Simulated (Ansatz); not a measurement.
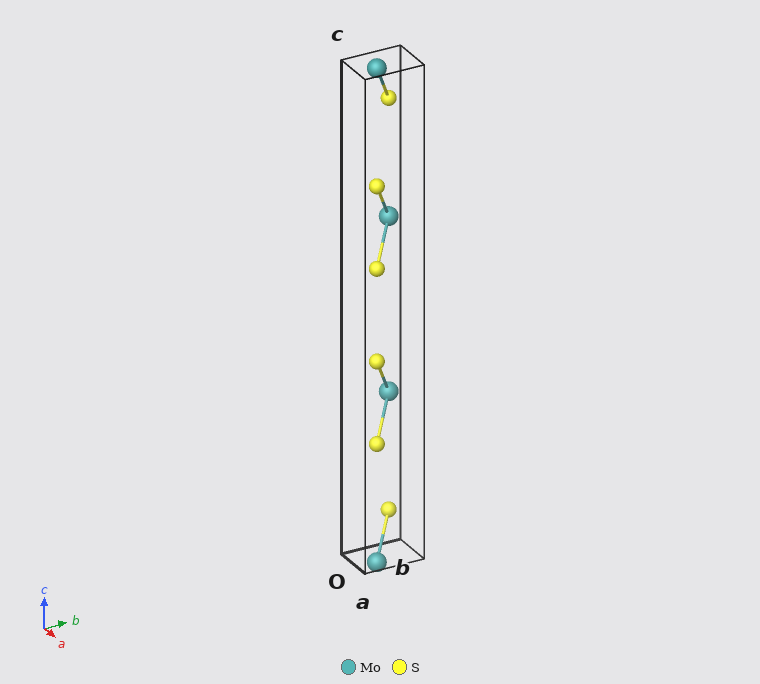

Crystal: MoS2, coordinates from a relaxation with Ansatz 0.2.0, DFT PBE+D3(BJ), scalar-relativistic, plane waves, PAW. One unit cell is drawn above. Geometry calculated from the standardised cell; symmetry tolerance 0.002 Å.

```xyz
9
Lattice="3.1494 0.0000 0.0000 -1.5747 2.7275 0.0000 0.0000 0.0000 18.7539" Properties=species:S:1:pos:R:3 pbc="T T T"
Mo    1.5747    0.9092    0.0000
Mo    0.0000    1.8183   12.7021
Mo    0.0000    1.8183    6.0518
S     0.0000    1.8183    1.5657
S     1.5747    0.9092   14.2684
S     1.5747    0.9092    7.6181
S     0.0000    1.8183   17.1882
S     1.5747    0.9092   11.1359
S     1.5747    0.9092    4.4855
```

What is its point group?

-6m2 (D3h), order 12, hexagonal system: one −6 axis, three twofold axes, four mirror planes.

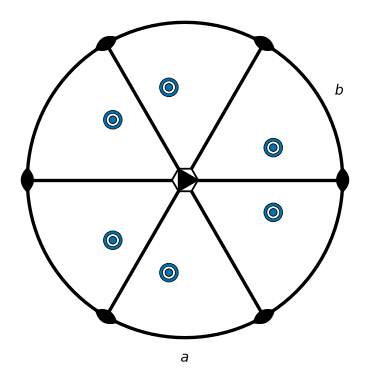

Stereographic projection: filled dots lie in the upper hemisphere, open rings in the lower; heavy lines are mirror planes (a heavy rim: a mirror in the plane of the page); lens, triangle, square and hexagon are 2-, 3-, 4- and 6-fold axes, a lens in an open square is −4, a triangle in an open hexagon −6; thin dashed diameters join the ends of axes that lie in the page; a small open circle marks inversion. The poles are one general form. The c axis points at the viewer.

What does this class allow?

Class -6m2 is not centrosymmetric; not polar, but piezoelectricity is allowed; it is not chiral. Its Laue class is 6/mmm.
